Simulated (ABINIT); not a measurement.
## Single-point calculation of PtS$_{2}$

System: PtS$_{2}$ (P-3m1, 3 atoms in the cell).
Method: Kohn-Sham DFT of a periodic cell, PBE, PseudoDojo NC SR PBE v0.5 standard, no spin polarisation (ABINIT 10.8.3).

The structure derives from an entry of the Crystallography Open Database.

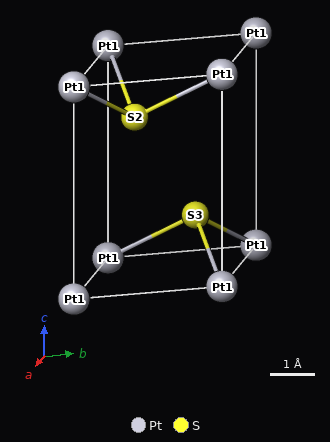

*The structure (ball-and-stick view of the cell of the calculation, seen slightly off an axis; atoms are numbered from 1 in the order of the input). An atom can appear more than once, as a periodic image.*

Near neighbours in the periodic cell (some may lie outside the picture): Pt has 6 S at 2.34 Å; S has 3 Pt at 2.34 Å.

The input:
```
pp_dirpath "./"
pseudos "Pt.upf, S.upf"

acell 3*1.0
rprim
     6.6956776048     0.0000000000     0.0000000000
    -3.3478388024     5.7986269013     0.0000000000
     0.0000000000     0.0000000000     9.5219519968
ntypat 2
znucl 78 16
natom 3
typat 1 2 2
xcart
     0.0000000000     0.0000000000     0.0000000000
     1.7716000002     1.0228337368     3.8949924000
    -0.0000000002     2.0456674739     1.1438076000 Angstrom

ecut 42.0

kptopt 1
ngkpt 9 9 5
nshiftk 1
shiftk 0.0 0.0 0.0

ixc 11

nband 19
occopt 3
tsmear 0.05 eV

nstep 100
tolvrs 1.0e-10

iomode 3
prtwf 0
prteig 0
prtebands 0
enunit 1
prtden 1
prtvha 1
prtvclmb 1
prtpot 1
prtelf 1
```

Run on 1 thread of Arm Neoverse V2, 24 GiB of memory available, shared host.

Command:
```bash
abinit run.abi > log 2>&1
```

Output:
```
.Version 10.8.3 of ABINIT
 Symmetries : space group P-3 m 1 (#164); Bravais hP (primitive hexag.)
================================================================================
 Values of the parameters that define the memory need of the present run
     intxc =       0    ionmov =       0      iscf =       7    lmnmax =       8
     lnmax =       8     mgfft =      60  mpssoang =       4    mqgrid =    3001
     natom =       3  nloc_mem =       1    nspden =       1   nspinor =       1
    nsppol =       1      nsym =      12    n1xccc =    2501    ntypat =       2
    occopt =       3   xclevel =       2
       mpw =        4823          nfft =       96000          nkpt =          50
================================================================================
================================================================================

--------------------------------------------------------------------------------
------------- Echo of variables that govern the present computation ------------
--------------------------------------------------------------------------------
 -outvars: echo values of preprocessed input variables --------
            acell      1.0000000000E+00  1.0000000000E+00  1.0000000000E+00 Bohr
              amu      1.95080000E+02  3.20660000E+01
             ecut      4.20000000E+01 Hartree
           enunit           1
              ixc          11
         kptrlatt        9    0    0      0    9    0      0    0    5
          kptrlen      4.76097600E+01
            natom           3
            nband          19
            ngfft          40      40      60
             nkpt          50
            nstep         100
             nsym          12
           ntypat           2
           occopt           3
        prtebands           0
           prteig           0
           prtelf           1
           prtpot           1
         prtvclmb           1
           prtvha           1
            prtwf           0
            rprim      6.6956776048E+00  0.0000000000E+00  0.0000000000E+00
                      -3.3478388024E+00  5.7986269013E+00  0.0000000000E+00
                       0.0000000000E+00  0.0000000000E+00  9.5219519968E+00
          spgroup         164
           tolvrs      1.00000000E-10
           tsmear      1.83746611E-03 Hartree
            typat      1  2  2
           xangst      0.0000000000E+00  0.0000000000E+00  0.0000000000E+00
                       1.7715999988E+00  1.0228337362E+00  3.8949923983E+00
                      -6.5562370303E-17  2.0456674724E+00  1.1438075983E+00
            xcart      0.0000000000E+00  0.0000000000E+00  0.0000000000E+00
                       3.3478388024E+00  1.9328756338E+00  7.3604688953E+00
                      -1.2389492404E-16  3.8657512675E+00  2.1614831015E+00
             xred      0.0000000000E+00  0.0000000000E+00  0.0000000000E+00
                       6.6666666667E-01  3.3333333333E-01  7.7300000018E-01
                       3.3333333333E-01  6.6666666667E-01  2.2699999982E-01
            znucl       78.00000   16.00000

================================================================================

 chkinp: Checking input parameters for consistency.

================================================================================
== DATASET  1 ==================================================================

--- !DatasetInfo
iteration_state: {dtset: 1, }
dimensions: {natom: 3, nkpt: 50, mband: 19, nsppol: 1, nspinor: 1, nspden: 1, mpw: 4823, }
cutoff_energies: {ecut:  42.0, pawecutdg:  -1.0, }
electrons: {nelect:   3.00000000E+01, charge:   0.00000000E+00, occopt:   3.00000000E+00, tsmear:   1.83746611E-03, }
meta: {optdriver: 0, ionmov: 0, optcell: 0, iscf: 7, paral_kgb: 0, }
...

 Exchange-correlation functional for the present dataset will be:
  GGA: Perdew-Burke-Ernzerhof functional - ixc=11
  J.P.Perdew, K.Burke, M.Ernzerhof, PRL 77, 3865 (1996)

 Real(R)+Recip(G) space primitive vectors, cartesian coordinates (Bohr,Bohr^-1):
 R(1)=  6.6956776  0.0000000  0.0000000  G(1)=  0.1493501  0.0862273  0.0000000
 R(2)= -3.3478388  5.7986269  0.0000000  G(2)=  0.0000000  0.1724546  0.0000000
 R(3)=  0.0000000  0.0000000  9.5219520  G(3)=  0.0000000  0.0000000  0.1050205
 Unit cell volume ucvol=  3.6969680E+02 bohr^3
 Angles (23,13,12)=  9.00000000E+01  9.00000000E+01  1.20000000E+02 degrees

 getcut: wavevector=  0.0000  0.0000  0.0000  ngfft=  40  40  60
         ecut(hartree)=     42.000   => boxcut(ratio)=   2.04774

--- Pseudopotential description ------------------------------------------------
- pspini: atom type   1  psp file is ./Pt.upf
12 -101130 3 -1 1374                          pspcod,pspxc,lmax,lloc,mmax
     nproj     2     2     2     2

- pspini: atom type   2  psp file is ./S.upf
12 -101130 2 -1 1148                          pspcod,pspxc,lmax,lloc,mmax
     nproj     2     2     2     0

   1.33870965E+03                                ecore*ucvol(ha*bohr**3)
--------------------------------------------------------------------------------

================================================================================

--- !BeginCycle
iteration_state: {dtset: 1, }
solver: {iscf: 7, nstep: 100, nline: 4, wfoptalg: 0, }
tolerances: {tolvrs: 1.00E-10, }
...

     iter   Etot(hartree)      deltaE(h)  residm     vres2
 ETOT  1  -152.29942911821    -1.523E+02 1.133E-01 1.718E+03
 ETOT  2  -152.13032989459     1.691E-01 2.293E-02 3.914E+03
 ETOT  3  -152.63072486927    -5.004E-01 4.848E-03 1.895E+01
 ETOT  4  -152.63287947395    -2.155E-03 1.226E-03 1.789E+00
 ETOT  5  -152.63303709480    -1.576E-04 9.714E-04 5.681E-02
 ETOT  6  -152.63304546269    -8.368E-06 1.379E-03 3.138E-02
 ETOT  7  -152.63304793779    -2.475E-06 4.171E-04 2.657E-03
 ETOT  8  -152.63304823519    -2.974E-07 7.913E-04 2.310E-05
 ETOT  9  -152.63304823631    -1.120E-09 1.896E-04 1.101E-06
 ETOT 10  -152.63304823642    -1.025E-10 3.383E-04 5.417E-08
 ETOT 11  -152.63304823643    -1.640E-11 1.320E-04 2.443E-10
 ETOT 12  -152.63304823642     1.242E-11 1.544E-04 5.722E-12

 At SCF step   12       vres2   =  5.72E-12 < tolvrs=  1.00E-10 =>converged.

 Compute ELF
--------------------------------------------------------------------------------

 Compute kinetic energy density

 Compute gradient of the electron density
 Electron Localization Function (ELF) [min:0;max:1]
)     Maximum=    9.4920E-01  at reduced coord.    0.6750    0.3500    0.6167
)     Minimum=    2.9755E-06  at reduced coord.    0.3250    0.6500    0.2333
   Integrated=    1.3463E+02

--------------------------------------------------------------------------------
 End of ELF section

 Cartesian components of stress tensor (hartree/bohr^3)
  sigma(1 1)= -4.06840661E-04  sigma(3 2)=  0.00000000E+00
  sigma(2 2)= -4.06840661E-04  sigma(3 1)=  0.00000000E+00
  sigma(3 3)= -3.50260215E-04  sigma(2 1)=  0.00000000E+00

--- !ResultsGS
iteration_state: {dtset: 1, }
comment   : Summary of ground state results
lattice_vectors:
- [  6.6956776,   0.0000000,   0.0000000, ]
- [ -3.3478388,   5.7986269,   0.0000000, ]
- [  0.0000000,   0.0000000,   9.5219520, ]
lattice_lengths: [   6.69568,    6.69568,    9.52195, ]
lattice_angles: [ 90.000,  90.000, 120.000, ] # degrees, (23, 13, 12)
lattice_volume:   3.6969680E+02
convergence: {deltae:  1.242E-11, res2:  5.722E-12, residm:  1.544E-04, diffor: null, }
etotal    :  -1.52633048E+02
entropy   :   0.00000000E+00
fermie    :   3.02581118E-01
cartesian_stress_tensor: # hartree/bohr^3
- [ -4.06840661E-04,   0.00000000E+00,   0.00000000E+00, ]
- [  0.00000000E+00,  -4.06840661E-04,   0.00000000E+00, ]
- [  0.00000000E+00,   0.00000000E+00,  -3.50260215E-04, ]
pressure_GPa:   1.1415E+01
xred      :
- [  0.0000E+00,   0.0000E+00,   0.0000E+00, Pt]
- [  6.6667E-01,   3.3333E-01,   7.7300E-01,  S]
- [  3.3333E-01,   6.6667E-01,   2.2700E-01,  S]
cartesian_forces: # hartree/bohr
- [ -0.00000000E+00,  -3.09572740E-29,  -0.00000000E+00, ]
- [ -0.00000000E+00,   1.54786370E-29,  -2.41735488E-02, ]
- [ -0.00000000E+00,   1.54786370E-29,   2.41735488E-02, ]
force_length_stats: {min:   3.09572740E-29, max:   2.41735488E-02, mean:   1.61156992E-02, }
...

 Integrated electronic density in atomic spheres:
 ------------------------------------------------
 Atom  Sphere_radius  Integrated_density
    1        2.00000         14.50400174
    2        2.00000          3.93215791
    3        2.00000          3.93215791
================================================================================

 ----iterations are completed or convergence reached----

 Mean square residual over all n,k,spin=   43.798E-08; max=  15.439E-05
 reduced coordinates (array xred) for    3 atoms
       0.000000000000      0.000000000000      0.000000000000
       0.666666666667      0.333333333333      0.773000000184
       0.333333333333      0.666666666667      0.226999999816
 rms dE/dt=  1.0851E-01; max dE/dt=  2.3018E-01; dE/dt below (all hartree)
    1       0.000000000000      0.000000000000      0.000000000000
    2       0.000000000000     -0.000000000000      0.230179370965
    3       0.000000000000     -0.000000000000     -0.230179370965

 cartesian coordinates (angstrom) at end:
    1      0.00000000000000     0.00000000000000     0.00000000000000
    2      1.77159999880500     1.02283373620511     3.89499239830025
    3     -0.00000000000000     2.04566747241022     1.14380759830025

 cartesian forces (hartree/bohr) at end:
    1     -0.00000000000000    -0.00000000000000    -0.00000000000000
    2     -0.00000000000000     0.00000000000000    -0.02417354876844
    3     -0.00000000000000     0.00000000000000     0.02417354876844
 frms,max,avg= 1.1395520E-02 2.4173549E-02   0.000E+00  0.000E+00  0.000E+00 h/b

 cartesian forces (eV/Angstrom) at end:
    1     -0.00000000000000    -0.00000000000000    -0.00000000000000
    2     -0.00000000000000     0.00000000000000    -1.24305385675607
    3     -0.00000000000000     0.00000000000000     1.24305385675607
 frms,max,avg= 5.8598121E-01 1.2430539E+00   0.000E+00  0.000E+00  0.000E+00 e/A
 length scales=  1.000000000000  1.000000000000  1.000000000000 bohr
              =  0.529177210544  0.529177210544  0.529177210544 angstroms
 Fermi (or HOMO) energy (eV) =   8.23365   Average Vxc (eV)= -10.94422
 Eigenvalues (   eV  ) for nkpt=  50  k points:
 kpt#   1, nband= 19, wtk=  0.00247, kpt=  0.0000  0.0000  0.0000 (reduced coord)
 -91.89746  -46.09282  -46.09282  -45.91743   -7.82474   -4.57129    0.70436    0.70436
   0.84142    3.77492    3.77492    5.96785    6.60017    6.60017    7.62600   10.20707
  10.20707   12.52670   13.50737
 prteigrs : prtvol=0 or 1, do not print more k-points.

--- !EnergyTerms
iteration_state     : {dtset: 1, }
comment             : Components of total free energy in Hartree
kinetic             :  4.50570794408212E+01
hartree             :  4.46915789672997E+01
xc                  : -3.00991626603943E+01
Ewald energy        : -8.93083635036991E+01
psp_core            :  3.62110157613424E+00
local_psp           : -1.37623288820997E+02
non_local_psp       :  1.10280069233181E+01
internal            : -1.52633048077517E+02
'-kT*entropy'       : -1.58902879254833E-07
total_energy        : -1.52633048236420E+02
total_energy_eV     : -4.15335682946268E+03
band_energy         : -1.53336042182661E+01
...

 Cartesian components of stress tensor (hartree/bohr^3)
  sigma(1 1)= -4.06840661E-04  sigma(3 2)=  0.00000000E+00
  sigma(2 2)= -4.06840661E-04  sigma(3 1)=  0.00000000E+00
  sigma(3 3)= -3.50260215E-04  sigma(2 1)=  0.00000000E+00

-Cartesian components of stress tensor (GPa)         [Pressure=  1.1415E+01 GPa]
- sigma(1 1)= -1.19696655E+01  sigma(3 2)=  0.00000000E+00
- sigma(2 2)= -1.19696655E+01  sigma(3 1)=  0.00000000E+00
- sigma(3 3)= -1.03050113E+01  sigma(2 1)=  0.00000000E+00

== END DATASET(S) ==============================================================
================================================================================

 -outvars: echo values of variables after computation  --------
            acell      1.0000000000E+00  1.0000000000E+00  1.0000000000E+00 Bohr
           etotal     -1.5263304824E+02
            fcart     -0.0000000000E+00 -3.0957273955E-29 -0.0000000000E+00
                      -0.0000000000E+00  1.5478636977E-29 -2.4173548768E-02
                      -0.0000000000E+00  1.5478636977E-29  2.4173548768E-02
            rprim      6.6956776048E+00  0.0000000000E+00  0.0000000000E+00
                      -3.3478388024E+00  5.7986269013E+00  0.0000000000E+00
                       0.0000000000E+00  0.0000000000E+00  9.5219519968E+00
           strten     -4.0684066120E-04 -4.0684066117E-04 -3.5026021526E-04
                       0.0000000000E+00  0.0000000000E+00  0.0000000000E+00
           xangst      0.0000000000E+00  0.0000000000E+00  0.0000000000E+00
                       1.7715999988E+00  1.0228337362E+00  3.8949923983E+00
                      -6.5562370303E-17  2.0456674724E+00  1.1438075983E+00
             xred      0.0000000000E+00  0.0000000000E+00  0.0000000000E+00
                       6.6666666667E-01  3.3333333333E-01  7.7300000018E-01
                       3.3333333333E-01  6.6666666667E-01  2.2699999982E-01
 Calculation completed.
```

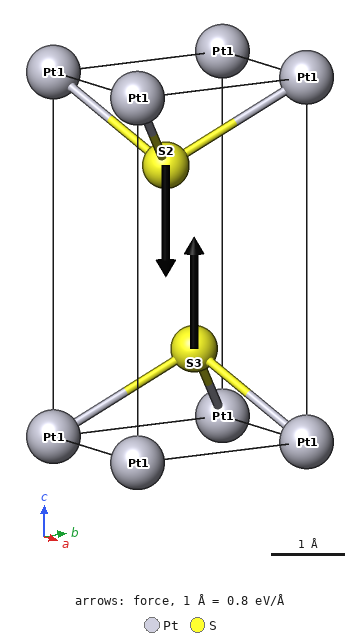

*Forces on the atoms as black arrows (ball-and-stick view of the cell of the calculation, seen slightly off an axis; atoms are numbered from 1 in the order of the input).*

The largest act on S2, S3 (1.24 eV/Å). The geometry is not a stationary point of this energy.

Results in brief:

- outcome: converged
- space group (tolerance 0.01 Å): P-3m1 (164)
- electrons treated: 30
- free energy: −4153.3568 eV
- Fermi energy: 8.234 eV
- gap on the k-point mesh: 1.01 eV
- pressure: 11.41 GPa
- largest force (length of the vector): 1.243 eV/Å
- wall time: 2.9 min
- peak memory: 0.15 GiB

Notes:

Spin–orbit coupling is left out, which matters for Pt. The cell is under a pressure of 11.4 GPa at this level, so it is not at its equilibrium volume.
